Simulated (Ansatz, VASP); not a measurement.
## Cross-check of InP (InP(110)) between VASP and Ansatz

Wanted: the spread between two codes on one cell, functional and k mesh. The structure shown is the end of the VASP relaxation below.

Program: Ansatz 0.2.0. Level of theory: plane waves, with VASP 6.6.1 beside it; single point at PBE and band structure at PBE. Results are calculated unless marked as measured.

### 1. The starting structure

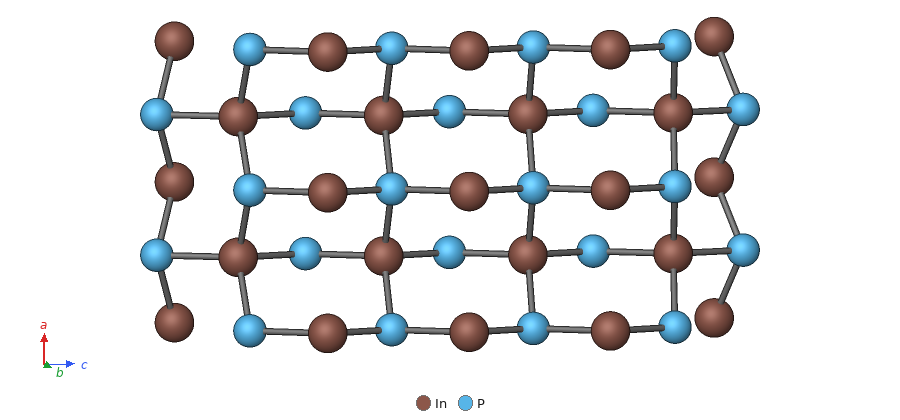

The cell as given, from the side, with the c axis across the page (indium brown, phosphorus blue). 2×1×1 cells are drawn. Some periodic images of atoms are drawn too.

The cell holds 18 atoms: 9 In and 9 P. Cell: a = 4.199 Å, b = 5.939 Å, c = 33.102 Å, α = 90.0°, β = 90.0°, γ = 90.0°. It derives from InP. As first built, before any earlier steps moved the atoms: 9 layers, strained by -1 % in the plane. Vacuum lies along c.

### 2. VASP: relaxation, PBE

This run makes the geometry at which the two programs are then compared.

Lines of VASP's logs that name or quote its potential files are left out, and so is its time.

Input file INCAR:

```
SYSTEM = InP
PREC = Normal
ENCUT = 320
EDIFF = 1E-05
NELM = 120
ISMEAR = 0
SIGMA = 0.03
LREAL = Auto
ALGO = Fast
GGA = PE
NBANDS = 54
LORBIT = 11
LWAVE = .FALSE.
LCHARG = .FALSE.
KPAR = 2
NCORE = 2
IBRION = 2
NSW = 60
ISIF = 2
EDIFFG = -0.03
POTIM = 0.4
MAXMIX = 40
IDIPOL = 3
LDIPOL = .TRUE.
DIPOL = 0.5 0.5 0.5
```

Input file POSCAR:

```
InP
1.0
    4.1993656095      0.0000000000      0.0000000000
    0.0000000000      5.9387997982      0.0000000000
    0.0000000000      0.0000000000     33.1015634268
In P
9 9
Direct
    0.0000000000      0.0000000000      0.2416804300
    0.5000000000      0.5000000000      0.3062603200
    0.0000000000      0.0000000000      0.3708402100
    0.5000000000      0.5000000000      0.4354201100
    0.0000000000      0.0000000000      0.5000000000
    0.5000000000      0.5000000000      0.5645798900
    0.0000000000      0.0000000000      0.6291597900
    0.5000000000      0.5000000000      0.6937396800
    0.0000000000      0.0000000000      0.7583195700
    0.0000000000      0.7500000000      0.3062603200
    0.5000000000      0.2500000000      0.2416804300
    0.0000000000      0.7500000000      0.4354201100
    0.5000000000      0.2500000000      0.3708402100
    0.0000000000      0.7500000000      0.5645798900
    0.5000000000      0.2500000000      0.5000000000
    0.0000000000      0.7500000000      0.6937396800
    0.5000000000      0.2500000000      0.6291597900
    0.5000000000      0.2500000000      0.7583195700
```

Input file KPOINTS:

```
Automatic mesh
0
Gamma
6 4 1
0 0 0
```

Potentials, in the order of the species: In and P (PBE family, release 64).

On the command line:

```bash
> mpirun -np 4 vasp_std
```

Numbers of over 12 decimals in the logs are rounded to 6 here.

Log:

```text
[banner, memory and clock lines left out]
running    4 mpi-ranks, on    1 nodes
 distrk:  each k-point on    2 cores,    2 groups
 distr:  one band on    2 cores,    1 groups

 POSCAR found type information on POSCAR InP
 POSCAR found :  2 types and      18 ions
 LDA part: xc-table for (Slater+PW92), standard interpolation
 POSCAR, INCAR and KPOINTS ok, starting setup
 FFT: planning ... GRIDC
 FFT: planning ... GRID_SOFT
 FFT: planning ... GRID
 WAVECAR not read
 entering main loop
       N       E                     dE             d eps       ncg     rms          rms(c)
DAV:   1     0.301669085144E+03    0.30167E+03   -0.17879E+04  1296   0.675E+02
DAV:   2    -0.362934184767E+02   -0.33796E+03   -0.32595E+03  1722   0.146E+02
DAV:   3    -0.750158345992E+02   -0.38722E+02   -0.38282E+02  1584   0.511E+01
DAV:   4    -0.766737723546E+02   -0.16579E+01   -0.16518E+01  1792   0.123E+01
DAV:   5    -0.767289495956E+02   -0.55177E-01   -0.55141E-01  1696   0.210E+00    0.163E+01
RMM:   6    -0.725405253810E+02    0.41884E+01   -0.63233E+00  1296   0.519E+00    0.921E+00
RMM:   7    -0.722341483036E+02    0.30638E+00   -0.63908E+00  1296   0.501E+00    0.304E+00
RMM:   8    -0.720970995746E+02    0.13705E+00   -0.11524E+00  1296   0.274E+00    0.840E-01
RMM:   9    -0.720709086301E+02    0.26191E-01   -0.89225E-02  1332   0.999E-01    0.442E-01
RMM:  10    -0.720752651293E+02   -0.43565E-02   -0.36028E-02  1526   0.484E-01    0.368E-01
RMM:  11    -0.720769524848E+02   -0.16874E-02   -0.16173E-02  1296   0.309E-01    0.219E-01
RMM:  12    -0.720760040627E+02    0.94842E-03   -0.18513E-03  1309   0.143E-01    0.972E-02
RMM:  13    -0.720761239722E+02   -0.11991E-03   -0.63509E-04  1388   0.716E-02    0.627E-02
RMM:  14    -0.720764888053E+02   -0.36483E-03   -0.29409E-04  1297   0.476E-02    0.844E-02
RMM:  15    -0.720766029864E+02   -0.11418E-03   -0.42180E-04  1295   0.443E-02    0.383E-02
RMM:  16    -0.720766860367E+02   -0.83050E-04   -0.23786E-04  1328   0.336E-02    0.467E-02
RMM:  17    -0.720767306400E+02   -0.44603E-04   -0.32663E-05  1020   0.177E-02    0.239E-02
RMM:  18    -0.720767874993E+02   -0.56859E-04   -0.11860E-04  1285   0.238E-02    0.465E-02
RMM:  19    -0.720767864991E+02    0.10002E-05   -0.11984E-05   879   0.993E-03
   1 F= -.72076786E+02 E0= -.72076786E+02  d E =-.720768E+02
[... from here on, the cycles between the ionic steps are left out ...]
   2 F= -.72342141E+02 E0= -.72342141E+02  d E =-.265355E+00
  11 F= -.73250035E+02 E0= -.73250035E+02  d E =-.964926E-02
  12 F= -.73253209E+02 E0= -.73253209E+02  d E =-.128224E-01
  13 F= -.73251098E+02 E0= -.73251098E+02  d E =-.107122E-01
  14 F= -.73253825E+02 E0= -.73253825E+02  d E =-.134393E-01
  15 F= -.73258992E+02 E0= -.73258992E+02  d E =-.516673E-02
  16 F= -.73258850E+02 E0= -.73258850E+02  d E =-.502473E-02
  17 F= -.73261227E+02 E0= -.73261227E+02  d E =-.237685E-02
  18 F= -.73261383E+02 E0= -.73261383E+02  d E =-.253262E-02
  19 F= -.73262823E+02 E0= -.73262823E+02  d E =-.143980E-02
  20 F= -.73262841E+02 E0= -.73262841E+02  d E =-.145793E-02
 curvature:  -2.85 expect dE=-0.111E-02 dE for cont linesearch -0.297E-05
 trial: gam= 0.35066 g(F)=  0.388E-03 g(S)=  0.000E+00 ort = 0.427E-04 (trialstep = 0.310E+01)
 search vector abs. value=  0.632E-03
 bond charge predicted
       N       E                     dE             d eps       ncg     rms          rms(c)
DAV:   1    -0.732630654167E+02   -0.23357E-03   -0.71817E-02  1320   0.755E-01    0.140E-01
RMM:   2    -0.732637912073E+02   -0.72579E-03   -0.56665E-03  1296   0.243E-01    0.160E-01
RMM:   3    -0.732635153808E+02    0.27583E-03   -0.98157E-04  1298   0.113E-01    0.785E-02
RMM:   4    -0.732635376125E+02   -0.22232E-04   -0.62418E-04  1305   0.706E-02    0.480E-02
RMM:   5    -0.732634947199E+02    0.42893E-04   -0.10991E-04  1291   0.361E-02    0.241E-02
RMM:   6    -0.732635457144E+02   -0.50995E-04   -0.25893E-05   948   0.188E-02    0.281E-02
RMM:   7    -0.732635552990E+02   -0.95845E-05   -0.89465E-06   863   0.956E-03
  21 F= -.73263555E+02 E0= -.73263555E+02  d E =-.714541E-03
 trial-energy change:   -0.000715  1 .order   -0.000682   -0.001250   -0.000114
 step:   3.4118(harm=  3.4118)  dis= 0.00474  next Energy=   -73.263529 (dE=-0.688E-03)
 reached required accuracy - stopping structural energy minimisation
```

Parts of OUTCAR (step 2):

```text
ion  position               nearest neighbor table
   1  0.000  0.000  0.242-  11 2.57  11 2.57  10 2.60
   2  0.500  0.500  0.306-  10 2.57  10 2.57  13 2.60  11 2.60
   3  0.000  0.000  0.371-  13 2.57  13 2.57  10 2.60  12 2.60
   4  0.500  0.500  0.435-  12 2.57  12 2.57  15 2.60  13 2.60
   5  0.000  0.000  0.500-  15 2.57  15 2.57  12 2.60  14 2.60
   6  0.500  0.500  0.565-  14 2.57  14 2.57  15 2.60  17 2.60
   7  0.000  0.000  0.629-  17 2.57  17 2.57  16 2.60  14 2.60
   8  0.500  0.500  0.694-  16 2.57  16 2.57  18 2.60  17 2.60
   9  0.000  0.000  0.758-  18 2.57  18 2.57  16 2.60
  10  0.000  0.750  0.306-   2 2.57   2 2.57   3 2.60   1 2.60
  11  0.500  0.250  0.242-   1 2.57   1 2.57   2 2.60
  12  0.000  0.750  0.435-   4 2.57   4 2.57   5 2.60   3 2.60
  13  0.500  0.250  0.371-   3 2.57   3 2.57   2 2.60   4 2.60
  14  0.000  0.750  0.565-   6 2.57   6 2.57   5 2.60   7 2.60
  15  0.500  0.250  0.500-   5 2.57   5 2.57   6 2.60   4 2.60
  16  0.000  0.750  0.694-   8 2.57   8 2.57   9 2.60   7 2.60
  17  0.500  0.250  0.629-   7 2.57   7 2.57   8 2.60   6 2.60
  18  0.500  0.250  0.758-   9 2.57   9 2.57   8 2.60

  LATTYP: Found a simple orthorhombic cell.
 ALAT       =     4.1993656095
 B/A-ratio  =     1.4142135623
 C/A-ratio  =     7.8825152428

 Subroutine GETGRP returns: Found  4 space group operations
 (whereof  4 operations were pure point group operations)

The static configuration has the point symmetry C_2v.

 Found     12 irreducible k-points:

   k-points           NKPTS =     12   k-points in BZ     NKDIM =     12   number of bands    NBANDS=     54

   dimension x,y,z NGX =    18 NGY =   28 NGZ =  150
   dimension x,y,z NGXF=    36 NGYF=   56 NGZF=  300

   ENCUT  =  320.0 eV  23.52 Ry    4.85 a.u.   6.13  8.66 48.28*2*pi/ulx,y,z

   NELECT =      72.0000    total number of electrons

 k-points in reciprocal lattice and weights: Automatic mesh
   0.00000000  0.00000000  0.00000000       0.042
   0.16666667  0.00000000  0.00000000       0.083
   0.33333333  0.00000000  0.00000000       0.083
   0.50000000  0.00000000  0.00000000       0.042
   0.00000000  0.25000000  0.00000000       0.083
   0.16666667  0.25000000  0.00000000       0.167
   0.33333333  0.25000000  0.00000000       0.167
   0.50000000  0.25000000  0.00000000       0.083
   0.00000000  0.50000000  0.00000000       0.042
   0.16666667  0.50000000  0.00000000       0.083
   0.33333333  0.50000000  0.00000000       0.083
   0.50000000  0.50000000  0.00000000       0.042

 dipolmoment           0.000000      0.000000      0.000000 electrons x Angstroem

 average (electrostatic) potential at core
       1 -42.4607       2 -42.2206       3 -42.2399       4 -42.2383       5 -42.2301
       6 -42.2383       7 -42.2399       8 -42.2206       9 -42.4607      10 -88.0961
      11 -87.8233      12 -88.0403      13 -88.0169      14 -88.0403      15 -88.0277
      16 -88.0961      17 -88.0169      18 -87.8233

 E-fermi :  -0.0018

 k-point     1 :       0.0000    0.0000    0.0000
  band No.  band energies     occupation
    ...
     32      -0.4408      2.00000
     33      -0.4318      2.00000
     34      -0.3655      2.00000
     35      -0.2568      2.00000
     36      -0.1747      2.00000
     37       0.6214      0.00000
     38       1.2501      0.00000
     39       1.6204      0.00000
     40       1.8107      0.00000
     41       1.9380      0.00000
    ...

 k-point     2 :       0.1667    0.0000    0.0000
  band No.  band energies     occupation
    ...
     32      -1.1319      2.00000
     33      -0.9034      2.00000
     34      -0.8674      2.00000
     35      -0.6366      2.00000
     36      -0.5160      2.00000
     37       1.5162      0.00000
     38       1.8459      0.00000
     39       1.8869      0.00000
     40       2.2113      0.00000
     41       2.4494      0.00000
    ...

 k-point     3 :       0.3333    0.0000    0.0000
  band No.  band energies     occupation
    ...
     32      -1.6170      2.00000
     33      -1.4875      2.00000
     34      -1.2599      2.00000
     35      -0.9949      2.00000
     36      -0.7735      2.00000
     37       1.4688      0.00000
     38       1.5522      0.00000
     39       2.1546      0.00000
     40       2.1581      0.00000
     41       2.2799      0.00000
    ...

  Total        1.9916427      1.5191390     -0.4746326      0.0000000      0.0000000      0.0000000
  in kB        3.8653705      2.9483376     -0.9211647      0.0000000      0.0000000      0.0000000
  external PRESSURE =       1.9641811 kB  Pullay stress =       0.0000000 kB

  energy-cutoff  :      320.00
  volume of cell :      825.53
      direct lattice vectors                 reciprocal lattice vectors
     4.199365610  0.000000000  0.000000000     0.238131207  0.000000000  0.000000000
     0.000000000  5.938799798  0.000000000     0.000000000  0.168384191  0.000000000
     0.000000000  0.000000000 33.101563427     0.000000000  0.000000000  0.030210053

 POSITION                                       TOTAL-FORCE (eV/Angst)
 -----------------------------------------------------------------------------------
      0.00000      0.32715      8.43940         0.000000      0.004790     -0.008226
      2.09968      2.86875     10.01336         0.000000      0.009293      0.011326
      0.00000      5.87240     12.30134         0.000000      0.018498      0.016855
      2.09968      2.89949     14.38381        -0.000000     -0.006603      0.016085
      0.00000      5.89084     16.55078        -0.000000     -0.008085      0.000000
      2.09968      2.89949     18.71775        -0.000000     -0.006603     -0.016085
      0.00000      5.87240     20.80023        -0.000000      0.018498     -0.016855
      2.09968      2.86875     23.08821         0.000000      0.009293     -0.011326
      0.00000      0.32715     24.66216        -0.000000      0.004790      0.008226
      0.00000      4.37545     10.16360        -0.000000     -0.005209     -0.004084
      2.09968      1.59419      7.74026         0.000000     -0.006349      0.023727
      0.00000      4.40355     14.42351        -0.000000      0.007755      0.007676
      2.09968      1.45191     12.22687        -0.000000     -0.010137      0.003023
      0.00000      4.40355     18.67805        -0.000000      0.007755     -0.007676
      2.09968      1.45730     16.55078        -0.000000     -0.015988      0.000000
      0.00000      4.37545     22.93796         0.000000     -0.005209      0.004084
      2.09968      1.45191     20.87469        -0.000000     -0.010137     -0.003023
      2.09968      1.59419     25.36131        -0.000000     -0.006349     -0.023727
 -----------------------------------------------------------------------------------
    total drift:                               -0.000000      0.032276      0.000002

  FREE ENERGIE OF THE ION-ELECTRON SYSTEM (eV)
  ---------------------------------------------------
  free  energy   TOTEN  =       -73.2635552990 eV

  energy  without entropy=      -73.2635552990  energy(sigma->0) =      -73.26355530

 reached required accuracy - stopping structural energy minimisation

 vacuum level on the upper side and lower side of the slab         4.933         4.933

 total charge
# of ion       s       p       d       tot
------------------------------------------
    1        1.254   1.201   0.174   2.629
    2        1.180   1.364   0.216   2.760
    3        1.182   1.373   0.217   2.771
    4        1.181   1.369   0.217   2.768
    5        1.181   1.376   0.218   2.775
    6        1.181   1.369   0.217   2.768
    7        1.182   1.373   0.217   2.771
    8        1.180   1.364   0.216   2.760
    9        1.254   1.201   0.174   2.629
   10        1.041   1.465   0.000   2.506
   11        1.085   1.376   0.000   2.462
   12        1.038   1.469   0.000   2.507
   13        1.040   1.459   0.000   2.499
   14        1.038   1.469   0.000   2.507
   15        1.038   1.465   0.000   2.503
   16        1.041   1.465   0.000   2.506
   17        1.040   1.459   0.000   2.499
   18        1.085   1.376   0.000   2.462
--------------------------------------------------
tot         20.222  24.993   1.866  47.081

[... 3 further parts left out ...]
```

(Continued in part 2 of 3.)

[Lines on the potential files, build, host, timing and source positions are cut from VASP's logs without a mark.]

[Logs are printed without paths, hosts, clocks, repeated set-up lines and the standing remarks that a program may print on its own settings, such as how far it seeks lower states.]

[Hosts, paths, dates, database ids (printed as entryN), source tags and the programs' standing remarks are cut or masked in the printed files.]
